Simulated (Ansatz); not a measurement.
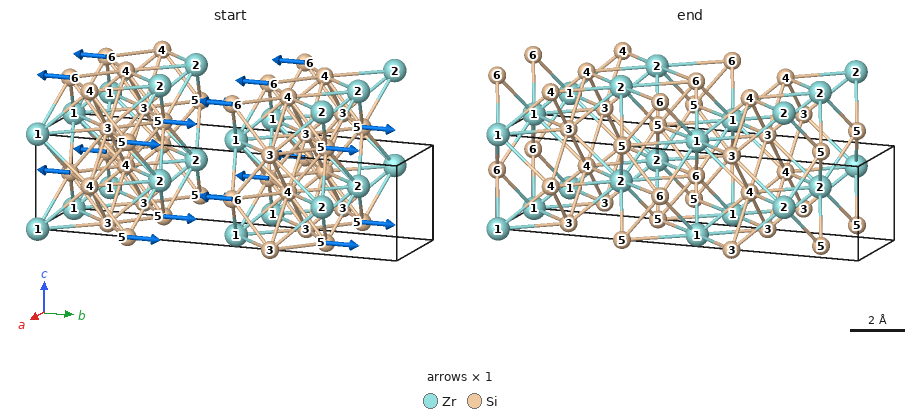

The structure of solid ZrSi₂ (set up in Cmcm) before (left) and after (right) a relaxation, at one scale. The blue arrows give the displacements (the part carried along by the change of the cell is left out), at their true length.

Style: ball-and-stick. Shown: the conventional cell (2 times the calculation's cell), repeated 2 × 1 × 2 with one cell outlined, slightly off an axis. Lengths and directions refer to the drawn axes.

The start is a measured structure.

Method: DFT, PAW plane waves, r2SCAN (Ansatz).

Input file:
```yaml
crystal:
  lattice:
    - [1.85178474, 7.27273524, 0.0]
    - [1.85178474, -7.27273524, 0.0]
    - [0.0, 0.0, -3.65379032]
  atoms:
    - { symbol: Zr, position: [0.106, 0.894, 0.75] }
    - { symbol: Zr, position: [0.894, 0.106, 0.25] }
    - { symbol: Si, position: [0.75, 0.25, 0.75] }
    - { symbol: Si, position: [0.25, 0.75, 0.25] }
    - { symbol: Si, position: [0.355, 0.645, 0.75] }
    - { symbol: Si, position: [0.645, 0.355, 0.25] }
  symmetry: { tolerance: 0.0003 }
kpoints:
  mp_grid: { grid: [6, 6, 5], shift: [0, 0, 0] }
magnetization:
  spin_polarized: false
scf:
  occupations: { method: fermi_dirac }
  lower_state_search: "off"
hamiltonian:
  pseudopotentials: { kind: paw }
  xc: r2scan
basis:
  ecutwfc: 500
  fft_grid_basis: typed
relax:
  max_steps: 40
  cell: { p_target: 5.0 }
  f_tol: 0.03
output:
  forces: true
  stress: true
  eigenvalues: true
  bader: true
  populations: true
  elf: true
  write_potential: true
  volumetric_format: npy
  dos:
    e_range: [-12, 8]
    de: 0.05
    projected: { site_lists: { Si: [Si], Zr: [Zr] } }
checkpoint:
  read: saved_state
```

Run as
```bash
ansatz run input.yaml --threads 2 --pin off --max-ram 3584MiB --backend cpu --events-out ev --progress --plain --runs-dir out
```

> What changed between the two?

The largest moves relative to the cell, 1.35 Å, are those of Si5 and Si6. Si5 goes along +b. Largest moves by element: Si 1.35 Å, Zr 0.01 Å. Cell: a 3.704 → 3.666 Å (−1.0 %), b 14.545 → 14.590 Å (+0.3 %), c 3.654 → 3.626 Å (−0.8 %). Volume −1.5 %. Among the contacts that change: Si5–Si6 4.597 → 2.378 Å, Zr1–Si5 4.094 → 2.943 Å, Si3–Si6 2.381 → 3.399 Å, Si3–Si5 2.400 → 3.415 Å. New bonds form: Si5–Si6 (4.60 → 2.38 Å), Zr1–Si5 (4.09 → 2.94 Å), Zr2–Si6 (4.09 → 2.94 Å). Bond angles that change, for instance: Zr1–Si6–Zr1 155.4° → 147.0°, Zr1–Si6–Zr1 88.1° → 85.9°. The space group stays Cmcm (No. 63). Over 11 accepted moves (12 points after the start) the energy falls by 830 meV per atom. With the target pressure of 5 GPa, the enthalpy E + pV changes by −838 meV per atom. Largest force component: 2.8 eV/Å at the start, 0.0027 eV/Å at the end. The pressure goes from 12.32 to 5.00 GPa. The SCF was repeated once at an unchanged geometry on a basis and grid sized afresh for the cell, which shifted the energy by 0.1 meV per atom at most.
